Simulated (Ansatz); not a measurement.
## Al: geometry relaxation (part 2 of 2)

Al (slab, 20 atoms in the cell); DFT r2SCAN, scalar-relativistic, plane waves, PAW, no spin polarisation (Ansatz 0.2.0); cutoff 500 eV, 12×4×1 k-mesh, Gaussian smearing of 0.1 eV. The structure derives from a Materials Project entry. It belongs to a series of runs on one base structure; here: (1 0 0) slab, atoms relaxed.

Geometry of the input (Å; fractional positions):
```
2.8222  0.0000  0.0000
0.0000  9.2621  0.0000
0.0000  0.0000  26.4058
Al 0.5000  0.0000  0.2840
Al 0.5000  0.5000  0.2840
Al 0.0000  0.7500  0.3149
Al 0.5000  0.2500  0.3457
Al 0.0000  0.0000  0.3766
Al 0.0000  0.5000  0.3766
Al 0.5000  0.7500  0.4074
Al 0.0000  0.2500  0.4383
Al 0.5000  0.0000  0.4691
Al 0.5000  0.5000  0.4691
Al 0.0000  0.7500  0.5000
Al 0.5000  0.2500  0.5309
Al 0.0000  0.0000  0.5617
Al 0.0000  0.5000  0.5617
Al 0.5000  0.7500  0.5926
Al 0.0000  0.2500  0.6234
Al 0.5000  0.0000  0.6543
Al 0.5000  0.5000  0.6543
Al 0.0000  0.7500  0.6851
Al 0.5000  0.2500  0.7160
```

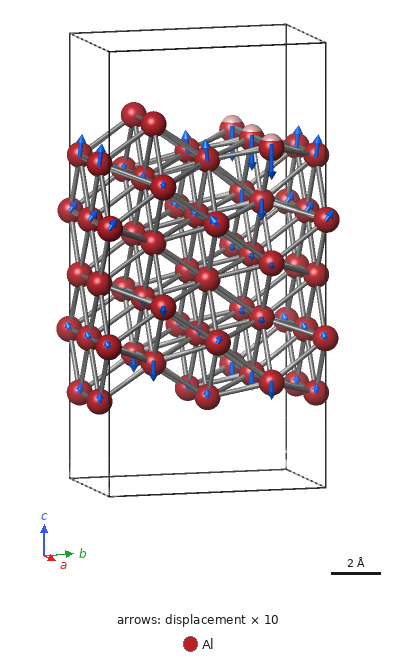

Start (faint) and end (solid) with the displacements as blue arrows, magnified 10 times (ball-and-stick view of the 2 × 1 repeat of the cell, with the vacuum cut short, seen slightly off an axis). The largest move is that of Al19, 0.15 Å. The cell stays as it was. Distances before and after: Al15–Al17 2.831 → 2.952 Å, Al1–Al4 2.831 → 2.756 Å, Al11–Al13 2.831 → 2.903 Å, Al3–Al5 2.831 → 2.886 Å. Among the angles that change: Al17–Al20–Al18 109.7° → 112.2°. The energy falls by 4.2 meV per atom in 2 geometry steps. The largest force component goes from 0.3 to 0.01 eV/Å. (Atoms are counted from 1 in the order of the input.)

```
SCF converged after 2 iterations
Free energy (F): -10804.257693 eV
Harris-Foulkes:  -10804.257693 eV  (|F-HF|=4.57e-9)
Internal energy: -10804.219247 eV  (E = F + TS)
E sigma→0 (E₀):  -10804.238470 eV
Entropy (-TS):   -0.038446 eV (-1.922 meV/atom)
Fermi energy:    1.614457 eV
Dipole field:    D = -0.001745 V/Å  (p = -0.006656 e·Å, saw-weighted, corrected)
Work function:   Φ+ = 4.2855 eV   Φ− = 4.2394 eV
Levels:          The Fermi level and band energies are counted from a zero that moves with the ramp; work functions are not
--- Per-component energies (eV) ---
  E_band       = -175.810337
  E_kinetic    = 451.120242
  E_local      = -15281.002564  (includes V_loc(G=0)·N_el)
  E_nonlocal   = 195.522991
  E_hartree    = 7557.402403
  E_xc         = -726.956030
  E_vxc        = -612.681605  (∫ρ·V_xc dr)
  E_paw        = -9461.832948  (= ΣΔE_a)
  E_vpaw       = -67.932912  (= ΣTr[D̂ρ^β])
  E_aug_tail   = -0.000015  (compensation charges beyond the density's cutoff)
  E_vtau       = 24.379436  (kinetic-family band-sum trace: ∫τ·v_τ [+ j·A + Jᵃ·Aᵃ] dr)
  E_efield     = 0.000006  (sawtooth field / dipole correction)
  E_vefield    = -0.021312  (∫n·V_field dr)
  E_ewald      = 6462.728830
  E_core_change = -1.202161  (= ΣΔE_core)
  E_smearing   = -0.038446  (= −TS)
  E_closure    = 0.000000  (closes the sum)
  Σ components = -10804.257693   (vs F -10804.257693, Δ=0.00e0)
--- Forces (eV/Å), atoms counted from 1 ---
  atom   1  Al     0.00000000     0.00470140     0.00124315
  atom   2  Al     0.00000000    -0.00470140     0.00124315
  atom   3  Al     0.00000000     0.00000000     0.00623574
  atom   4  Al     0.00000000     0.00000000    -0.00035254
  atom   5  Al     0.00000000     0.00652263    -0.01026367
  atom   6  Al     0.00000000    -0.00652263    -0.01026367
  atom   7  Al     0.00000000     0.00000000    -0.00673055
  atom   8  Al     0.00000000     0.00000000     0.00559233
  atom   9  Al     0.00000000     0.00063494     0.00631957
  atom  10  Al     0.00000000    -0.00063494     0.00631957
  atom  11  Al     0.00000000     0.00000000    -0.00738015
  atom  12  Al     0.00000000     0.00000000    -0.00049446
  atom  13  Al     0.00000000    -0.00212951     0.00442532
  atom  14  Al     0.00000000     0.00212951     0.00442532
  atom  15  Al     0.00000000     0.00000000     0.00113934
  atom  16  Al     0.00000000     0.00000000    -0.00008351
  atom  17  Al     0.00000000     0.00802069     0.00320548
  atom  18  Al     0.00000000    -0.00802069     0.00320548
  atom  19  Al     0.00000000     0.00000000    -0.00893250
  atom  20  Al     0.00000000     0.00000000     0.00114195
  max |Σ_I F_I| component: 4.66e-6 eV/Å
--- Band table (eV; the first three rows and the last of 21) ---
  k-point 0: bands = ["-10.1886", "-9.4773", "-8.3973", "-8.3674", "-8.3474", "-7.6663", "-7.6619", "-6.9441", "-6.5498", "-6.4649", "-5.3150", "-5.0785", "-4.7164", "-3.4545", "-3.3006", "-3.0902", "-2.8424", "-2.6215", "-2.5838", "-2.0170", "-1.6856", "-1.6080", "-1.2895", "-0.7790", "-0.5171", "-0.1096", "0.5442", "0.7373", "0.9322", "1.3883", "1.7868", "2.7916", "3.1198", "3.2329", "3.8567", "4.0564", "4.8328", "5.0408", "5.2445", "5.4915", "5.5002", "5.7716", "5.9077", "6.1067", "6.1926", "6.4477", "6.5691", "6.9373", "6.9842", "7.1742"]
  k-point 1: bands = ["-10.0749", "-9.3676", "-9.1604", "-8.4773", "-8.2173", "-7.3766", "-7.3538", "-6.7692", "-6.5956", "-6.0144", "-5.3862", "-4.9217", "-4.6934", "-4.3698", "-3.9819", "-3.5529", "-3.1706", "-2.6115", "-2.2486", "-1.8456", "-1.4286", "-1.1377", "-1.0825", "-0.5304", "-0.2985", "0.2341", "0.5823", "0.7987", "1.0620", "1.9953", "2.0583", "2.6141", "2.9779", "3.1326", "3.3077", "3.8163", "4.1466", "4.3181", "4.7765", "5.0413", "5.1897", "5.4491", "5.8729", "6.1861", "6.2319", "6.4183", "6.6063", "6.8537", "7.0520", "7.2136"]
  k-point 2: bands = ["-9.7633", "-9.7018", "-9.0728", "-8.9748", "-7.9602", "-7.8353", "-6.4906", "-6.4284", "-6.1492", "-6.0645", "-5.4629", "-5.4415", "-4.6011", "-4.5672", "-4.3086", "-4.2688", "-2.8235", "-2.6508", "-2.5007", "-2.4793", "-1.0831", "-0.9549", "-0.8132", "-0.3385", "0.8251", "0.9009", "0.9361", "1.0175", "1.4222", "1.5739", "1.9681", "2.0159", "2.7408", "2.7652", "3.2076", "3.2820", "3.7985", "3.9767", "4.6798", "4.7175", "5.3134", "5.5698", "5.8898", "6.0187", "6.0868", "6.0896", "6.3737", "6.5657", "7.0519", "7.4728"]
  k-point 20: bands = ["-4.9438", "-4.9431", "-4.8917", "-4.8685", "-4.2871", "-4.2682", "-4.2375", "-4.1152", "-3.2869", "-3.1423", "-3.1184", "-3.0498", "-1.9250", "-1.9120", "-1.8365", "-1.7974", "-1.5287", "-1.4849", "-1.4722", "-1.1804", "-0.7746", "-0.7042", "-0.6509", "-0.5973", "0.1195", "0.1270", "0.2645", "0.2852", "0.3365", "0.3714", "0.7235", "0.7803", "1.7704", "2.0442", "2.1204", "2.1223", "2.1370", "2.1665", "2.2570", "2.3774", "3.4260", "3.5825", "3.6865", "3.7633", "3.9361", "4.0904", "4.1837", "4.3016", "5.1227", "5.1241"]
--- Relaxed structure (3 steps of the walk, 3 accepted, 0 SCFs on fresh bases) ---
  F+E_penalty+E_count = -10804.25769303 eV   max|allowed force component| = 1.022e-2 eV/Å
  atoms:
    - { symbol: Al, position: [0.5, 0.0004456051343837892, 0.28558863477968727] }
    - { symbol: Al, position: [0.5, 0.4995543948656162, 0.28558863477968727] }
    - { symbol: Al, position: [1.706054966447076e-36, 0.75, 0.31184827498890827] }
    - { symbol: Al, position: [0.5, 0.25, 0.34241813086304035] }
    - { symbol: Al, position: [1.706054966447076e-36, -0.0017931685566773027, 0.37790993227559067] }
    - { symbol: Al, position: [1.706054966447076e-36, 0.5017931685566772, 0.37790993227559067] }
    - { symbol: Al, position: [0.5, 0.75, 0.4061450742699217] }
    - { symbol: Al, position: [1.706054966447076e-36, 0.25, 0.43665957069232325] }
    - { symbol: Al, position: [0.5, 0.0007102302029607263, 0.4699763363226066] }
    - { symbol: Al, position: [0.5, 0.49928976979703926, 0.4699763363226066] }
    - { symbol: Al, position: [1.706054966447076e-36, 0.75, 0.4988222675719602] }
    - { symbol: Al, position: [0.5, 0.25, 0.5305979343026636] }
    - { symbol: Al, position: [-1.5354494698023686e-35, 0.0036487495222487093, 0.563426063689733] }
    - { symbol: Al, position: [-1.5354494698023686e-35, 0.49635125047775125, 0.563426063689733] }
    - { symbol: Al, position: [0.5, 0.75, 0.5890774223105845] }
    - { symbol: Al, position: [1.706054966447076e-36, 0.25, 0.6246013122912747] }
    - { symbol: Al, position: [0.5, 0.0011831457482571355, 0.6578751587675354] }
    - { symbol: Al, position: [0.5, 0.4988168542517428, 0.6578751587675354] }
    - { symbol: Al, position: [1.706054966447076e-36, 0.75, 0.6795063457518108] }
    - { symbol: Al, position: [0.5, 0.25, 0.7165062389872053] }
```

Trajectory as extended XYZ (Å, eV, eV/Å), 3 frames, from step=1 to step=3
```
20
Lattice="2.8222 0.0000 0.0000 0.0000 9.2621 0.0000 0.0000 0.0000 26.4058" Properties=species:S:1:pos:R:3:forces:R:3 step=1 energy=-10804.17284
Al    1.4111    0.0000    7.5000    0.0000   0.0605   0.0960
Al    1.4111    4.6310    7.5000    0.0000  -0.0605   0.0960
Al    0.0000    6.9465    8.3147    0.0000   0.0000  -0.2088
Al    1.4111    2.3155    9.1294    0.0000   0.0000  -0.2984
Al    0.0000    0.0000    9.9441    0.0000  -0.0714   0.1425
Al    0.0000    4.6310    9.9441    0.0000   0.0714   0.1425
Al    1.4111    6.9465   10.7588    0.0000   0.0000   0.0108
Al    0.0000    2.3155   11.5735    0.0000   0.0000  -0.0586
Al    1.4111    0.0000   12.3882    0.0000   0.0061  -0.0119
Al    1.4111    4.6310   12.3882    0.0000  -0.0061  -0.0119
Al    0.0000    6.9465   13.2029    0.0000   0.0000   0.0247
Al    1.4111    2.3155   14.0176    0.0000   0.0000   0.0004
Al    0.0000    0.0000   14.8323    0.0000   0.1242   0.0171
Al    0.0000    4.6310   14.8323    0.0000  -0.1242   0.0171
Al    1.4111    6.9465   15.6470    0.0000   0.0000  -0.1716
Al    0.0000    2.3155   16.4617    0.0000   0.0000   0.0639
Al    1.4111    0.0000   17.2764    0.0000   0.0367   0.2585
Al    1.4111    4.6310   17.2764    0.0000  -0.0367   0.2585
Al    0.0000    6.9465   18.0911    0.0000   0.0000  -0.2003
Al    1.4111    2.3155   18.9058    0.0000   0.0000  -0.1667
20
Lattice="2.8222 0.0000 0.0000 0.0000 9.2621 0.0000 0.0000 0.0000 26.4058" Properties=species:S:1:pos:R:3:forces:R:3 step=2 energy=-10804.25067
Al    1.4111    0.0186    7.5331    0.0000  -0.0500   0.0066
Al    1.4111    4.6124    7.5331    0.0000   0.0500   0.0066
Al    0.0000    6.9465    8.2533    0.0000   0.0000  -0.0315
Al    1.4111    2.3155    9.0459    0.0000   0.0000   0.0157
Al    0.0000   -0.0135    9.9722    0.0000  -0.0121   0.0131
Al    0.0000    4.6446    9.9722    0.0000   0.0121   0.0131
Al    1.4111    6.9465   10.7471    0.0000   0.0000  -0.0459
Al    0.0000    2.3155   11.5362    0.0000   0.0000  -0.0170
Al    1.4111    0.0047   12.4007    0.0000   0.0056   0.0248
Al    1.4111    4.6263   12.4007    0.0000  -0.0056   0.0248
Al    0.0000    6.9465   13.1959    0.0000   0.0000  -0.0277
Al    1.4111    2.3155   14.0147    0.0000   0.0000  -0.0364
Al    0.0000    0.0323   14.8612    0.0000  -0.0104   0.0364
Al    0.0000    4.5987   14.8612    0.0000   0.0104   0.0364
Al    1.4111    6.9465   15.5898    0.0000   0.0000  -0.0459
Al    0.0000    2.3155   16.4860    0.0000   0.0000  -0.0444
Al    1.4111    0.0083   17.3485    0.0000  -0.0154   0.0385
Al    1.4111    4.6228   17.3485    0.0000   0.0154   0.0385
Al    0.0000    6.9465   17.9924    0.0000   0.0000  -0.0602
Al    1.4111    2.3155   18.8914    0.0000   0.0000   0.0547
20
Lattice="2.8222 0.0000 0.0000 0.0000 9.2621 0.0000 0.0000 0.0000 26.4058" Properties=species:S:1:pos:R:3:forces:R:3 step=3 energy=-10804.25769
Al    1.4111    0.0041    7.5412    0.0000   0.0047   0.0012
Al    1.4111    4.6269    7.5412    0.0000  -0.0047   0.0012
Al    0.0000    6.9465    8.2346    0.0000   0.0000   0.0062
Al    1.4111    2.3155    9.0418    0.0000   0.0000  -0.0003
Al    0.0000   -0.0166    9.9790    0.0000   0.0065  -0.0102
Al    0.0000    4.6476    9.9790    0.0000  -0.0065  -0.0102
Al    1.4111    6.9465   10.7246    0.0000   0.0000  -0.0066
Al    0.0000    2.3155   11.5303    0.0000   0.0000   0.0056
Al    1.4111    0.0066   12.4101    0.0000   0.0006   0.0063
Al    1.4111    4.6245   12.4101    0.0000  -0.0006   0.0063
Al    0.0000    6.9465   13.1718    0.0000   0.0000  -0.0075
Al    1.4111    2.3155   14.0109    0.0000   0.0000  -0.0005
Al    0.0000    0.0338   14.8777    0.0000  -0.0021   0.0044
Al    0.0000    4.5972   14.8777    0.0000   0.0021   0.0044
Al    1.4111    6.9465   15.5550    0.0000   0.0000   0.0011
Al    0.0000    2.3155   16.4931    0.0000   0.0000   0.0000
Al    1.4111    0.0110   17.3717    0.0000   0.0081   0.0032
Al    1.4111    4.6201   17.3717    0.0000  -0.0081   0.0032
Al    0.0000    6.9465   17.9429    0.0000   0.0000  -0.0089
Al    1.4111    2.3155   18.9199    0.0000   0.0000   0.0011
```

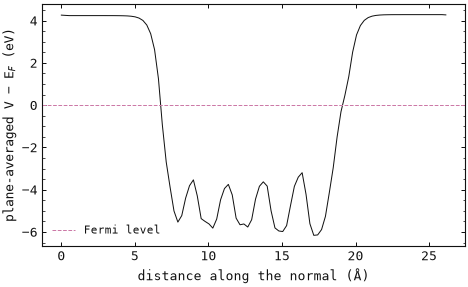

Plane average of the electrostatic potential energy of an electron across the cell, from the Fermi level. The vacuum level lies 4.29 eV above the Fermi level on the upper side and 4.24 eV on the lower.
